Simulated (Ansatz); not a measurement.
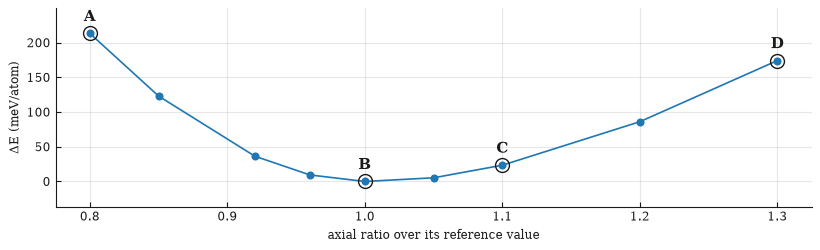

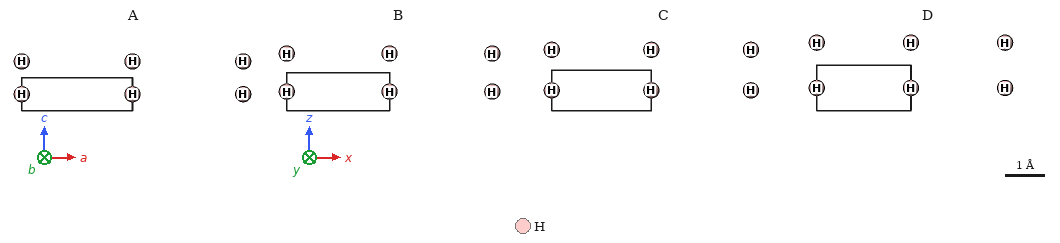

A crystal of H (P4/mmm): the ratio of the cell's length along z to its lengths across, counted as 1 for the reference, is changed at fixed volume (a c/a path), with the atoms kept at their fractional coordinates. x, y and z are the Cartesian axes of the input. The lettered frames are marked on the plot. Style: ball-and-stick. Shown: the cell of the calculation, repeated 1 × 1 × 1 with one cell outlined, repeated 2 × 2 × 2 with one cell outlined, along the b axis.

The calculation used DFT PBE+D3(BJ), scalar-relativistic, plane waves, PAW in Ansatz. Settings: plane-wave cutoff 420 eV; k-point mesh 12 × 12 × 30; occupations gaussian; smearing width 0.05 eV; no spin polarisation. Energies (free energies at the smearing named) are counted from the cell as listed in its source, which wasn't relaxed.

> Read off the main features of the energy profile.

Of the computed points the lowest is at the relative ratio 1.00, 0.0 meV/atom. The unrelaxed reference is under a pressure of 1.3 GPa. The distortion keeps the space group P4/mmm. At the relative ratio 1.30 the cell of the drawing goes a 2.650 → 2.428 Å, b 2.650 → 2.428 Å, c 0.980 → 1.168 Å.
